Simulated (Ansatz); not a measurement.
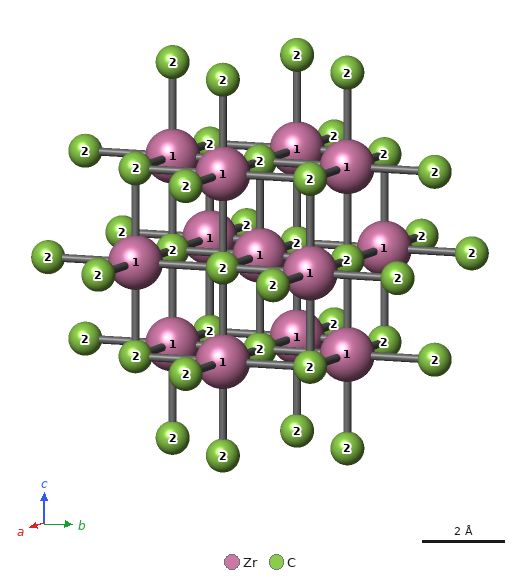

This is crystalline ZrC (built on the rocksalt type). The picture is a ball-and-stick view of the conventional cell (4 times the calculation's cell), seen slightly off an axis. Lengths and directions refer to the drawn axes.

All numbers below come from DFT PBEsol, scalar-relativistic, plane waves, PAW in Ansatz. (plane-wave cutoff 420 eV; k-point mesh 12 × 12 × 12; occupations gaussian; smearing width 0.05 eV; no spin polarisation)

The variant: The cell is strained by +3.0 % along c and none across it (volume +3.0 %), the atoms keeping their fractional coordinates. No relaxation follows.

The input:
```yaml
crystal:
  lattice:
    - [0.0, 2.3345844199, 2.4046219525]
    - [2.3345844199, 0.0, 2.4046219525]
    - [2.3345844199, 2.3345844199, 0.0]
  atoms:
    - { symbol: Zr, position: [0.5, 0.5, 0.5] }
    - { symbol: C, position: [0.0, 0.0, 0.0] }
basis:
  ecutwfc: 420
  ecutrho_ratio: 4
kpoints:
  mp_grid: { grid: [12, 12, 12] }
hamiltonian:
  xc: pbesol
scf:
  occupations: { method: gaussian, width: 0.05 }
output:
  forces: true
  stress: true
  eigenvalues: true
```

Question: What is the effect?

Answer: Some distances before and after: C–Zr 2.335 → 2.335 to 2.405 Å. The space group (tolerance 0.01 Å) goes from Fm-3m (No. 225) to I4/mmm (No. 139). The energy rises by 15.8 meV per atom. The pressure goes from 0.0 to −6.2 GPa. The principal stresses (compression positive) are −12.7 GPa along c and −3.0 GPa across it. All forces vanish by symmetry.

The changed structure in the same view:

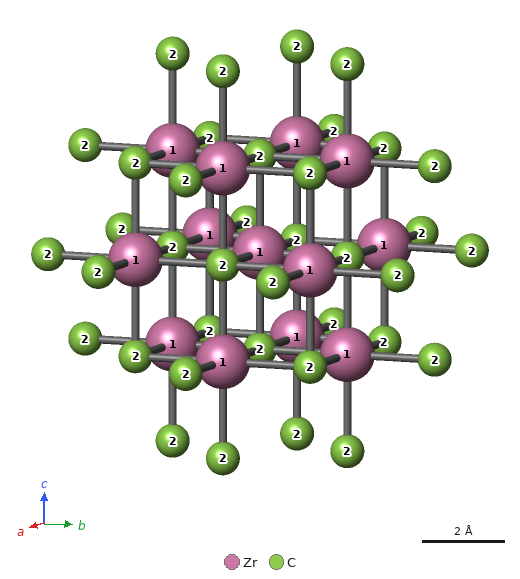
